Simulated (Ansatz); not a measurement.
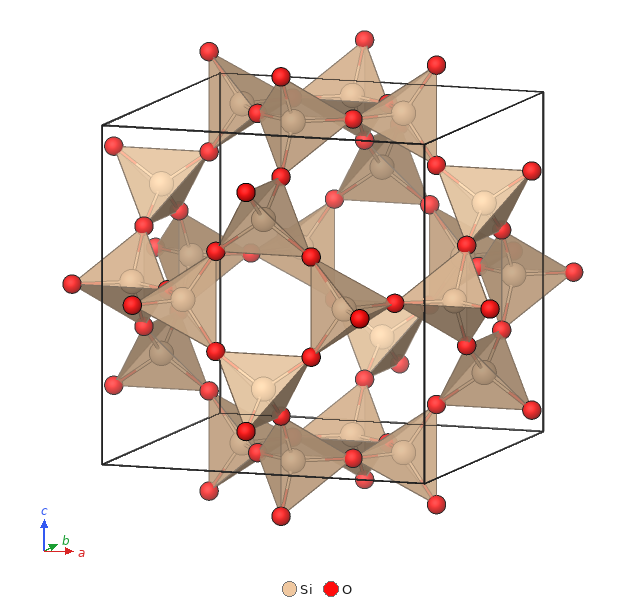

A polyhedral rendering, viewed slightly off an axis. Atoms at the boundary of the conventional unit cell (the box) are drawn once for each face, edge or corner they touch. A few atoms beyond the faces are included.

SiO2, space group Im-3m (No. 229), a = 8.94 Å, b = 8.94 Å, c = 8.94 Å, α = 90.00°, β = 90.00°, γ = 90.00°.

Level of theory and settings: DFT r2SCAN, scalar-relativistic, plane waves, PAW (Ansatz), a kinetic-energy cutoff of 500 eV, k-points about 0.25 Å⁻¹ apart, Gaussian smearing of 0.02 eV, no spin polarisation.

> Classify it as metallic or gapped, with the value.

An insulator at this level, with a gap of 6.24 eV on the k-mesh (the true edges may lie between mesh points, so the gap can be somewhat smaller).

It goes back to a structure listed in the Materials Project. The atoms were relaxed in a fixed cell with DFT r2SCAN, scalar-relativistic, plane waves, PAW in Ansatz 0.2.0.
